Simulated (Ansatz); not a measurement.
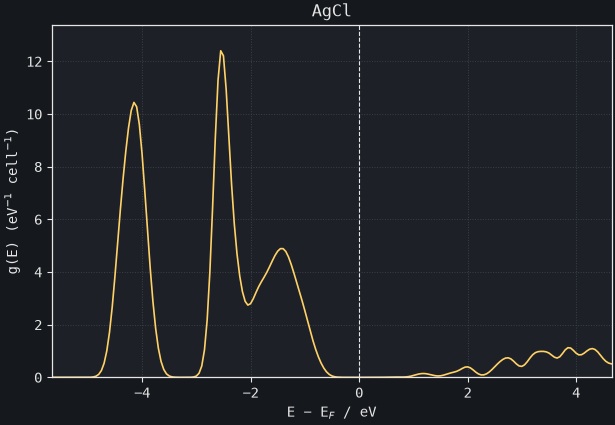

Density of states. Energies are counted from the Fermi level. The curve is built from the levels of the k mesh with Gaussians 0.3 eV wide, which also blur the band edges.

The material is AgCl, space group I-4m2 (No. 119), 2 atoms in the cell, zincblende type, biaxial (xy) strain +4.2%.

Ansatz; DFT, PBE, plane waves, PAW, no spin polarisation, 8×8×8 k mesh, 420 eV cutoff, Fermi-Dirac smearing of 0.02 eV.

Q: Metal or insulator, going by the density of states?

A: There is a gap; over the k points computed it is 1.32 eV (direct among those points).

Q: How wide is the upper valence band?

A: The upper group of valence states starts about 2.0 eV under the valence-band top (which lies at −0.7 eV on this axis), with a gap beneath it; it holds about 10 electrons a cell.
